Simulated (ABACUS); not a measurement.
**Energy of Zr along an even scaling of the cell**

System: Zr (P6₃/mmc, 2 atoms in the cell).
Method: Kohn-Sham DFT of a periodic cell, PBEsol, PseudoDojo NC SR 0.4.1 PBEsol standard, no spin polarisation (ABACUS 3.10.1).

The 7 runs differ only in the geometry, by an even scaling of the cell at fixed fractional positions. The structure derives from an entry of the Crystallography Open Database.

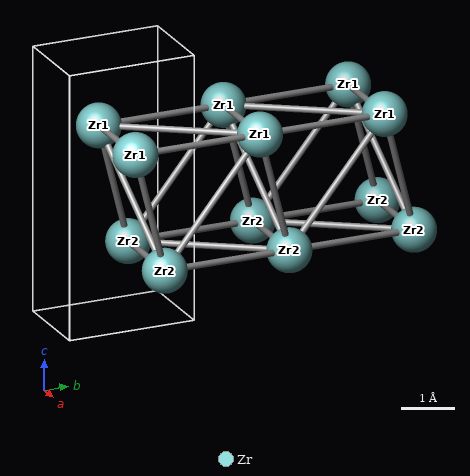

Figure 1. The structure of run 4 (ball-and-stick view of the cell of the calculation, repeated 2 × 3 × 1, seen slightly off an axis; atoms are numbered from 1 in the order of the input). An atom can appear more than once, as a periodic image.

## Input of run 4
```
INPUT_PARAMETERS
suffix              Zr
calculation         scf
basis_type          pw
pseudo_dir          ./
symmetry            1
dft_functional      pbesol
ecutwfc             66
pseudo_rcut         7
nspin               1
nbands              16
ks_solver           dav
smearing_method     fd
smearing_sigma      0.00367493
scf_thr             1e-08
scf_nmax            100
mixing_type         broyden
mixing_beta         0.7
cal_force           1
cal_stress          1
kpar                4
```

## File STRU of run 4
```
ATOMIC_SPECIES
Zr 91.2240 Zr.upf

LATTICE_CONSTANT
1.8897261246

LATTICE_VECTORS
3.2320000000 0.0000000000 0.0000000000
-1.6160000000 2.7989941050 0.0000000000
0.0000000000 0.0000000000 5.1470000000

ATOMIC_POSITIONS
Direct

Zr
0.0
2
0.6666666667 0.3333333333 0.7500000000 1 1 1
0.3333333333 0.6666666667 0.2500000000 1 1 1
```

## File KPT of run 4
```
K_POINTS
0
Gamma
9 9 5 0 0 0
```

Command:
```bash
OMP_NUM_THREADS=1 mpirun -np 4 abacus > log
```

Run 6 differs from it as follows:
```diff
-3.2320000000 0.0000000000 0.0000000000
--1.6160000000 2.7989941050 0.0000000000
-0.0000000000 0.0000000000 5.1470000000
+3.2745311931 0.0000000000 0.0000000000
+-1.6372655966 2.8358271987 0.0000000000
+0.0000000000 0.0000000000 5.2147314515
```

## Results, with one run withheld

| run | volume per atom (Å³) | free energy per atom, from the lowest run given (meV) | pressure (GPa) |
| --- | --- | --- | --- |
| 1 | 21.884 | 5.26 | 2.91 |
| 2 | 22.350 | 0.00 | 0.69 |
| 3 | 22.815 | 0.92 | −1.34 |
| 4 | 23.281 | 7.50 | −3.20 |
| 5 | 23.746 | 19.27 | −4.91 |
| 6 | 24.212 | ? | ? |
| 7 | 24.678 | 56.69 | −7.91 |

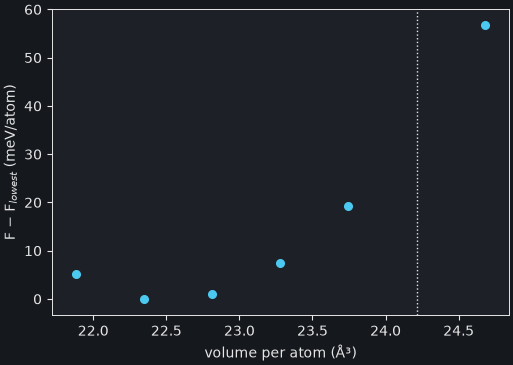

Figure 2. Free energy per atom of the runs given; the dotted line marks run 6.

Estimate the energy of run 6 from the others.

A cubic polynomial in V^(−2/3) (the Birch–Murnaghan form), fitted to the 6 runs given, misses them by at most 0.01 meV per atom. With x = V^(−2/3) − 0.12330 Å⁻², it reads F = 4.2602 − 4328 x + 1.021e+06 x² − 2.9557e+06 x³ (meV per atom). At run 6 it gives 35.80 meV per atom, and the run itself gives 35.80. The slope of the fit gives a pressure −dF/dV of −6.46 GPa there, and the run prints −6.48 GPa. The fit has its minimum at 22.509 Å³ per atom, where V d²F/dV² gives 99.8 GPa. Cell shape and fractional positions are held, so this is the stiffness under even scaling; the relaxed bulk modulus wasn't computed.

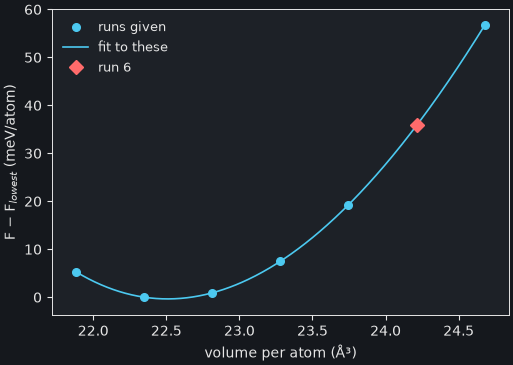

Figure 3. The fit and the withheld run.

## Some lines of the output (run 6)
```
[...]
                          Volume (Bohr^3) = 326.781
                             Volume (A^3) = 48.424
 E_Fermi        1.0037659282         13.6569360819
 E_Fermi        0.9820529830         13.3615163073
 E_Fermi        0.9830465801         13.3750348893
 E_Fermi        0.9828894945         13.3728976300
 E_Fermi        0.9828525086         13.3723944107
 E_KS(sigma->0) -202.3824200387      -2753.5540875551
 E_Fermi        0.9828505917         13.3723683299
 final etot is -2753.5619458 eV
 EFERMI = 13.37236833 eV
 TOTAL-PRESSURE: -64.769092 KBAR
 !FINAL_ETOT_IS -2753.5619457897191751 eV
```
